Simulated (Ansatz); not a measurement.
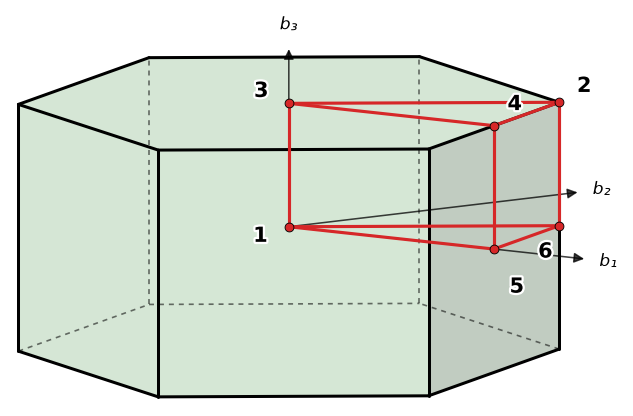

For Rh, the input geometry of an electronic-structure calculation (not necessarily at equilibrium); the starting structure was generated, so it need not be a known form of this composition: the first Brillouin zone of a primitive hexagonal lattice (hP; extended symbol hP2) is drawn with its special points numbered. Geometry calculated from the standardised cell; symmetry tolerance 0.002 Å.

a = 2.725 Å, b = 2.725 Å, c = 4.392 Å, α = 90.00°, β = 90.00°, γ = 120.00°.

Labels and path follow the convention of Hinuma et al. (2017), as computed by seekpath; the arrows show the directions of the reciprocal primitive vectors b₁, b₂, b₃, in which coordinates are given.

Which special point is each number?

Answer.
| no. | label | coordinates |
| --- | --- | --- |
| 1 | Γ | (0, 0, 0) |
| 2 | H | (1/3, 1/3, 1/2) |
| 3 | A | (0, 0, 1/2) |
| 4 | L | (1/2, 0, 1/2) |
| 5 | M | (1/2, 0, 0) |
| 6 | K | (1/3, 1/3, 0) |
